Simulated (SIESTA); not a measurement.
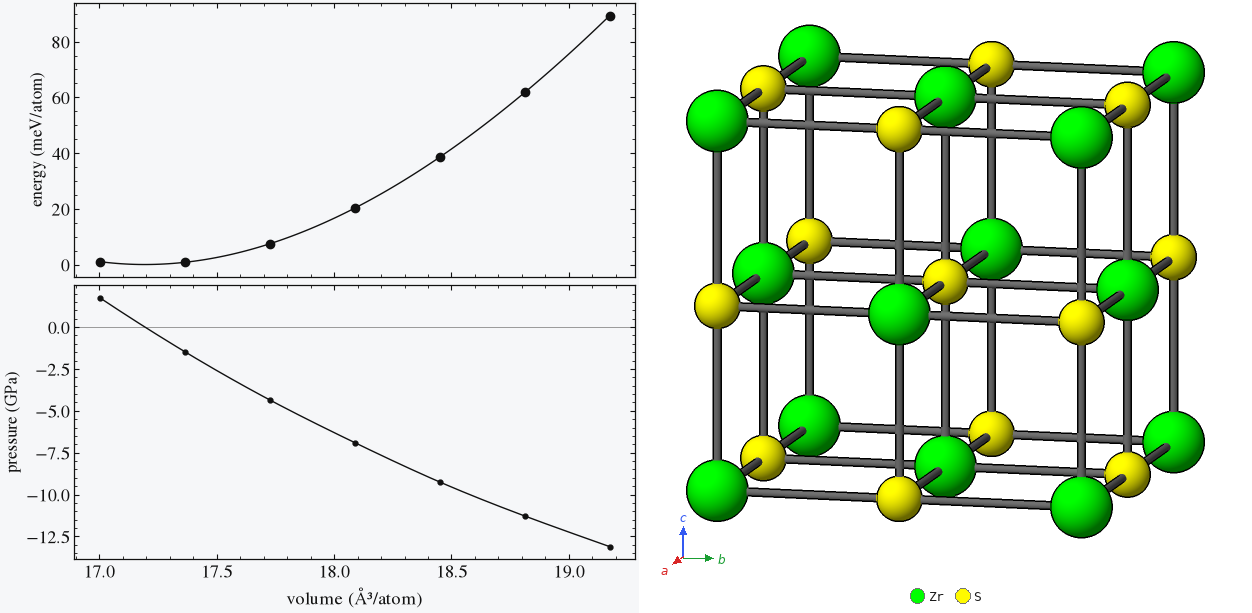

Plotted: energy and pressure against volume for ZrS, space group Fm-3m (No. 225). The conventional cell is drawn beside the plot.

Cell as given: a = 3.712 Å, b = 3.712 Å, c = 3.712 Å, α = 60.00°, β = 60.00°, γ = 60.00°; 2 atoms.

Calculation (SIESTA 5.4.2): DFT in numerical atomic orbitals with pseudopotentials, no spin polarisation; energies at scaled volumes of the given cell, shape and fractions fixed, counted from the fit's minimum, third-order Birch-Murnaghan fit. Level: LDA.

```json
{"setting": "k mesh", "value": "9×9×9"}
{"setting": "occupations", "value": "Fermi–Dirac"}
{"setting": "smearing width", "value": "0.05 eV"}
{"setting": "potentials", "value": "PseudoDojo 0.4 standard, converted to PSML, two zetas on semicore shells"}
{"setting": "program settings", "value": "basis DZP, mesh cutoff 800 Ry"}
```

What equilibrium volume and bulk modulus follow from the curve?

A third-order Birch–Murnaghan fit gives V0 = 17.19 Å³/atom, B0 = 153 GPa and B′ = 4.4.

How does the pressure vary with volume?

It falls from 1.75 GPa at volume 17.00 Å³/atom to −13.11 GPa at 19.17 Å³/atom, and changes sign near 17.20 Å³/atom.

Note: mulliken charges of long orbitals.
